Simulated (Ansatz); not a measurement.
# ZnCu2SnS4: geometry relaxation (part 2 of 2)

Continued. System: ZnCu2SnS4 (I-4, 8 atoms in the cell). Method: DFT PBE, scalar-relativistic, plane waves, PAW, no spin polarisation (Ansatz 0.2.0); cutoff 420 eV, 10×10×10 k-mesh, Gaussian smearing of 0.01 eV. The structure derives from an entry of the Crystallography Open Database.

Geometry of the input (Å; fractional positions):
```
-2.7171  2.7171  5.4248
2.7171  -2.7171  5.4248
2.7171  2.7171  -5.4248
Zn 0.2500  0.7500  0.5000
Cu 0.0000  0.0000  0.0000
Cu 0.7500  0.2500  0.5000
Sn 0.5000  0.5000  0.0000
S  0.3716  0.8844  0.9996
S  0.1156  0.1152  0.4872
S  0.8848  0.3720  0.0004
S  0.6280  0.6284  0.5128
```

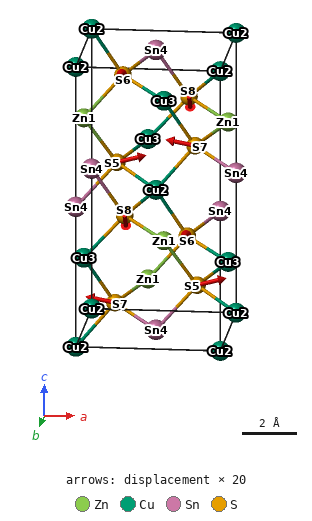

*The starting structure with the displacements (without the part carried along by the change of the cell) as red arrows, magnified 20 times (ball-and-stick view of the cell 2 times as large as that of the calculation, set on its symmetry axes, seen at an oblique angle).*

Over 3 geometry steps the energy falls by 10.7 meV per atom. The largest force component goes from 0.56 to 0.0025 eV/Å. Pressure: 2.06 GPa at the start and −0.01 GPa at the end. The largest moves relative to the cell, 0.057 Å, are those of S5, S6, S7 and S8. Zn and Cu and Sn stay in place. The volume changes by +2.1 %, with a = b 5.434 → 5.471 Å (+0.7 %), c 10.850 → 10.924 Å (+0.7 %). Among the contacts that change: Sn4–S5 2.412 → 2.473 Å, Zn1–S5 2.331 → 2.368 Å, Cu2–S5 2.332 → 2.320 Å. Among the angles that change: Cu2–S7–Cu3 110.7° → 112.9°, Zn1–S7–Sn4 108.1° → 106.0°. The space group stays I-4 (No. 82). A last SCF at the same geometry on a re-selected plane-wave basis shifts the energy by −0.1 meV per atom. (Atoms are counted from 1 in the order of the input.)

```
basis re-selected at this cell: Δ(F+E_penalty+E_count) = -1.123e-3 eV, ΔP = -0.005 GPa vs the last step (what re-selecting the basis moved, of the pressure what is left beyond the Pulay correction that the steps carried, after the strain that the cell walked since its last selection, with what the two solves' SCF thresholds leave and, on support functions, any second-order correction that the steps lacked; it is no measure of the basis error at this ecutwfc). This SCF's stress stands 3.16e-2 GPa from its target on what of the cell is left free (relax.cell.stress_tol is 5.00e-2 GPa) and its largest allowed force component is 2.47e-3 eV/Å (relax.f_tol is 5.00e-3 eV/Å): within both
SCF converged after 9 iterations
Free energy (F): -26205.552203 eV
Harris-Foulkes:  -26205.552203 eV  (|F-HF|=2.18e-11)
Internal energy: -26205.552203 eV  (E = F + TS)
E sigma→0 (E₀):  -26205.552203 eV
Entropy (-TS):   -0.000000 eV (-0.000 meV/atom)
Fermi energy:    7.847424 eV
--- Per-component energies (eV) ---
  E_band       = -1120.441572
  E_kinetic    = 1343.885812
  E_local      = -15069.290182  (includes V_loc(G=0)·N_el)
  E_nonlocal   = 1491.421189
  E_hartree    = 6770.925450
  E_xc         = -1083.275130
  E_vxc        = -723.886113  (∫ρ·V_xc dr)
  E_paw        = -11707.473985  (= ΣΔE_a)
  E_vpaw       = -1704.423121  (= ΣTr[D̂ρ^β])
  E_aug_tail   = 0.000197  (compensation charges beyond the density's cutoff)
  E_ewald      = -7951.745554
  E_smearing   = -0.000000  (= −TS)
  E_closure    = -0.000000  (closes the sum)
  Σ components = -26205.552203   (vs F -26205.552203, Δ=0.00e0)
--- Forces (eV/Å), atoms counted from 1 ---
  atom   1  Zn     0.00000000    -0.00000000     0.00000000
  atom   2  Cu    -0.00000000    -0.00000000     0.00000000
  atom   3  Cu    -0.00000000     0.00000000     0.00000000
  atom   4  Sn    -0.00000000     0.00000000     0.00000000
  atom   5  S      0.00061543    -0.00216924     0.00246655
  atom   6  S     -0.00216924    -0.00061543    -0.00246655
  atom   7  S     -0.00061543     0.00216924     0.00246655
  atom   8  S      0.00216924     0.00061543    -0.00246655
  max |Σ_I F_I| component: 6.42e-17 eV/Å
--- Stress (GPa, compression-positive) ---
       -0.031638      -0.000000      -0.000000
        0.000000      -0.031638      -0.000000
       -0.000000      -0.000000       0.029692
  P = ⅓ Tr σ = -0.0112 GPa (-0.112 kbar)
--- Band table (eV; the first three rows and the last of 144) ---
  k-point 0: bands = ["-103.8480", "-103.8310", "-61.3024", "-61.2393", "-61.2393", "-61.2155", "-61.2155", "-61.2039", "-14.4455", "-14.4416", "-14.4416", "-14.3757", "-14.3710", "-6.5741", "-5.1512", "-5.1386", "-5.1386", "-0.1358", "0.7283", "0.7950", "0.7950", "0.7953", "0.8968", "2.1893", "2.7681", "2.9541", "3.4465", "3.4586", "3.4586", "4.0736", "4.0736", "4.5463", "4.5463", "4.5766", "5.6910", "5.7901", "5.9736", "6.2128", "6.2332", "6.2332", "6.4002", "7.7611", "7.7611", "7.8252", "7.8697", "9.7658", "10.4843", "11.4403", "11.4403", "12.6138", "12.7948", "13.0791", "13.0791"]
  k-point 1: bands = ["-103.8480", "-103.8310", "-61.3024", "-61.2393", "-61.2393", "-61.2155", "-61.2155", "-61.2039", "-14.4456", "-14.4417", "-14.4417", "-14.3756", "-14.3710", "-6.5220", "-5.1878", "-5.1673", "-5.1479", "-0.1039", "0.7330", "0.7797", "0.7873", "0.8099", "0.8998", "2.1624", "2.6688", "2.9447", "3.3235", "3.4436", "3.7512", "4.0102", "4.0934", "4.4423", "4.5653", "4.6410", "5.7449", "5.8267", "5.9952", "6.1003", "6.1951", "6.3436", "6.4646", "7.2200", "7.7068", "7.7409", "8.3997", "10.0081", "10.6661", "11.3749", "11.4496", "12.5644", "12.8093", "13.0154", "13.2289"]
  k-point 2: bands = ["-103.8480", "-103.8310", "-61.3024", "-61.2393", "-61.2393", "-61.2155", "-61.2155", "-61.2039", "-14.4458", "-14.4418", "-14.4417", "-14.3753", "-14.3709", "-6.3735", "-5.3059", "-5.2401", "-5.1534", "-0.0607", "0.7383", "0.7670", "0.7828", "0.8290", "0.8988", "2.0163", "2.4830", "3.0631", "3.1390", "3.5053", "3.9913", "3.9991", "4.1363", "4.2998", "4.6348", "4.7395", "5.8294", "5.9372", "6.0034", "6.0842", "6.1744", "6.4575", "6.5921", "6.8198", "7.4172", "7.6757", "8.7836", "10.4597", "10.9273", "11.3193", "11.5384", "12.4500", "12.7903", "13.1491", "13.3018"]
  k-point 143: bands = ["-103.8481", "-103.8310", "-61.3024", "-61.2393", "-61.2393", "-61.2155", "-61.2155", "-61.2039", "-14.4456", "-14.4414", "-14.4414", "-14.3757", "-14.3710", "-6.0907", "-5.8031", "-5.1521", "-5.1521", "-0.2438", "0.7040", "0.7612", "0.7612", "0.8457", "1.1096", "1.9299", "3.2742", "3.2765", "3.6489", "3.7474", "3.7474", "4.1090", "4.1090", "4.4739", "4.5907", "4.5907", "5.5868", "5.8922", "5.9282", "6.0219", "6.6003", "6.7092", "6.7092", "6.7220", "6.9851", "6.9851", "8.9716", "9.8172", "9.8172", "10.1048", "10.9777", "11.3105", "12.0240", "12.0370", "14.2261"]
--- Relaxed structure (4 steps of the walk, 4 accepted, 1 SCFs on fresh bases) ---
  F+E_penalty+E_count = -26205.55220309 eV   max|allowed force component| = 2.467e-3 eV/Å   (the final SCF, on the basis selected at the relaxed cell)
  cell:  # Å, volume = 163.5034 Å³
    - [-2.7355783187196008, 2.7355783187196008, 5.462210929182131]
    - [2.7355783187196008, -2.7355783187196008, 5.462210929182131]
    - [2.7355783187196008, 2.7355783187196008, -5.462210929182131]
  atoms:
    - { symbol: Zn, position: [0.25000000000000006, 0.75, 0.5] }
    - { symbol: Cu, position: [4.4899425118780975e-20, -7.480932750189952e-20, -3.9902917540225757e-20] }
    - { symbol: Cu, position: [0.75, 0.25000000000000006, 0.5] }
    - { symbol: Sn, position: [0.5, 0.5, -3.990291754023189e-20] }
    - { symbol: S, position: [0.3711002214015166, 0.8956013552603501, 1.0079414306102235] }
    - { symbol: S, position: [0.10439864473965005, 0.11234007534987323, 0.47549886614116665] }
    - { symbol: S, position: [0.8876599246501267, 0.36315879079129343, -0.007941430610223177] }
    - { symbol: S, position: [0.6368412092087068, 0.6288997785984836, 0.5245011338588335] }
```

**Trajectory as extended XYZ (Å, eV, eV/Å), 5 frames, from step=1 to step=5**
```
8
Lattice="-2.7171 2.7171 5.4248 2.7171 -2.7171 5.4248 2.7171 2.7171 -5.4248" Properties=species:S:1:pos:R:3:forces:R:3 step=1 energy=-26205.46515 pressure_GPa=2.06
Zn    2.7171    0.0000    2.7124    0.0000   0.0000   0.0000
Cu    0.0000    0.0000    0.0000    0.0000   0.0000   0.0000
Cu    0.0000    2.7171    2.7124    0.0000   0.0000   0.0000
Sn    0.0000    0.0000    5.4248    0.0000   0.0000   0.0000
S     4.1093    1.3227    1.3910    0.5585  -0.1618   0.2049
S     1.3227    1.3249   -1.3910   -0.1618  -0.5585  -0.2049
S    -1.3922    1.3944    6.8158   -0.5585   0.1618   0.2049
S     1.3944    1.3922    4.0338    0.1618   0.5585  -0.2049
8
Lattice="-2.7358 2.7358 5.4558 2.7358 -2.7358 5.4558 2.7358 2.7358 -5.4558" Properties=species:S:1:pos:R:3:forces:R:3 step=2 energy=-26205.54370 pressure_GPa=0.15
Zn    2.7358    0.0000    2.7279    0.0000   0.0000   0.0000
Cu    0.0000    0.0000    0.0000    0.0000   0.0000   0.0000
Cu    0.0000    2.7358    2.7279    0.0000   0.0000   0.0000
Sn    0.0000    0.0000    5.4558    0.0000   0.0000   0.0000
S     4.1728    1.3179    1.4152    0.1729   0.0389  -0.0321
S     1.3179    1.2988   -1.4152    0.0389  -0.1729   0.0321
S    -1.4370    1.4179    6.8711   -0.1729  -0.0389  -0.0321
S     1.4179    1.4370    4.0406   -0.0389   0.1729   0.0321
8
Lattice="-2.7376 2.7376 5.4631 2.7376 -2.7376 5.4631 2.7376 2.7376 -5.4631" Properties=species:S:1:pos:R:3:forces:R:3 step=3 energy=-26205.55050 pressure_GPa=-0.10
Zn    2.7376    0.0000    2.7316    0.0000   0.0000   0.0000
Cu    0.0000    0.0000    0.0000    0.0000   0.0000   0.0000
Cu    0.0000    2.7376    2.7316    0.0000   0.0000   0.0000
Sn    0.0000    0.0000    5.4631    0.0000   0.0000   0.0000
S     4.1907    1.3220    1.4143    0.0366   0.0119  -0.0054
S     1.3220    1.2844   -1.4143    0.0119  -0.0366   0.0054
S    -1.4532    1.4155    6.8774   -0.0366  -0.0119  -0.0054
S     1.4155    1.4532    4.0489   -0.0119   0.0366   0.0054
8
Lattice="-2.7356 2.7356 5.4622 2.7356 -2.7356 5.4622 2.7356 2.7356 -5.4622" Properties=species:S:1:pos:R:3:forces:R:3 step=4 energy=-26205.55108 pressure_GPa=-0.01
Zn    2.7356    0.0000    2.7311    0.0000   0.0000   0.0000
Cu    0.0000    0.0000    0.0000    0.0000   0.0000   0.0000
Cu    0.0000    2.7356    2.7311    0.0000   0.0000   0.0000
Sn    0.0000    0.0000    5.4622    0.0000   0.0000   0.0000
S     4.1921    1.3225    1.4134    0.0008  -0.0022   0.0025
S     1.3225    1.2790   -1.4134   -0.0022  -0.0008  -0.0025
S    -1.4565    1.4131    6.8756   -0.0008   0.0022   0.0025
S     1.4131    1.4565    4.0488    0.0022   0.0008  -0.0025
8
Lattice="-2.7356 2.7356 5.4622 2.7356 -2.7356 5.4622 2.7356 2.7356 -5.4622" Properties=species:S:1:pos:R:3:forces:R:3 step=5 energy=-26205.55220 pressure_GPa=-0.01
Zn    2.7356    0.0000    2.7311    0.0000   0.0000   0.0000
Cu    0.0000    0.0000    0.0000    0.0000   0.0000   0.0000
Cu    0.0000    2.7356    2.7311    0.0000   0.0000   0.0000
Sn    0.0000    0.0000    5.4622    0.0000   0.0000   0.0000
S     4.1921    1.3225    1.4134    0.0006  -0.0022   0.0025
S     1.3225    1.2790   -1.4134   -0.0022  -0.0006  -0.0025
S    -1.4565    1.4131    6.8756   -0.0006   0.0022   0.0025
S     1.4131    1.4565    4.0488    0.0022   0.0006  -0.0025
```

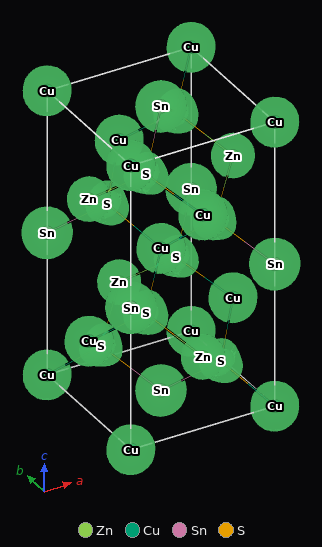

*Isosurface of the valence charge density (pseudo) at 1 e/Å³ (green), seen at an oblique angle. Sticks mark near contacts. The outline is the cell set on symmetry axes.*

At this value the density breaks into separate islands; it holds about 60 % of the electrons treated as valence (semicore included). It is pinched off along the Cu–S (2.32 Å), Zn–S (2.37 Å) and Sn–S (2.47 Å) contacts. On the grid the lowest density along these lines, outside the cores, is 0.48 e/Å³ (Cu–S, 2.32 Å), 0.45 e/Å³ (Zn–S, 2.37 Å) and 0.52 e/Å³ (Sn–S, 2.47 Å). Core electrons are frozen (PAW), so the fields are smoothed inside the atomic spheres.

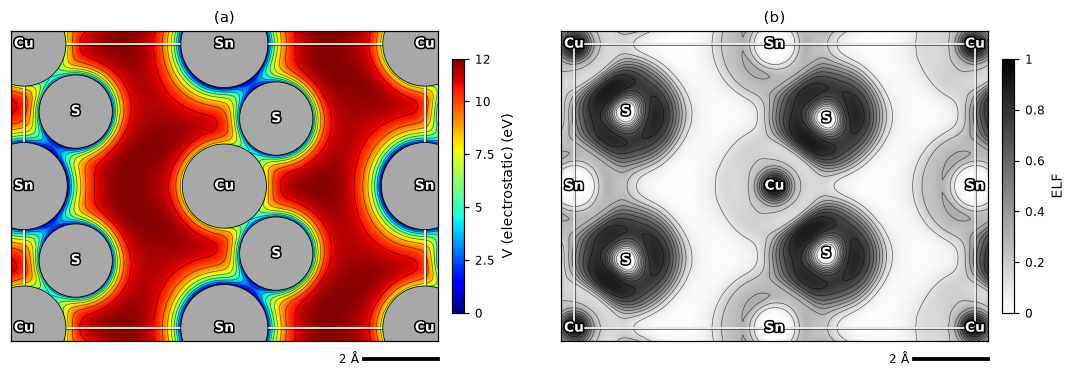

*(a) electrostatic potential energy of an electron; (b) ELF on the (110) plane of the conventional cell. Grey discs, where drawn, cover atomic cores.*

Cu–S (2.32 Å): the ELF is about 0.45 at the midpoint. Sn–S (2.47 Å): the ELF is about 0.55 at the midpoint. The strong features right at Cu lie inside the PAW spheres (semicore, d or f shells) and say nothing about bonding. Outside the cores the potential energy rises away from the atoms and is highest about 2.2 Å from the nearest atoms; outside the discs it spans about 11 eV, and its zero is arbitrary.
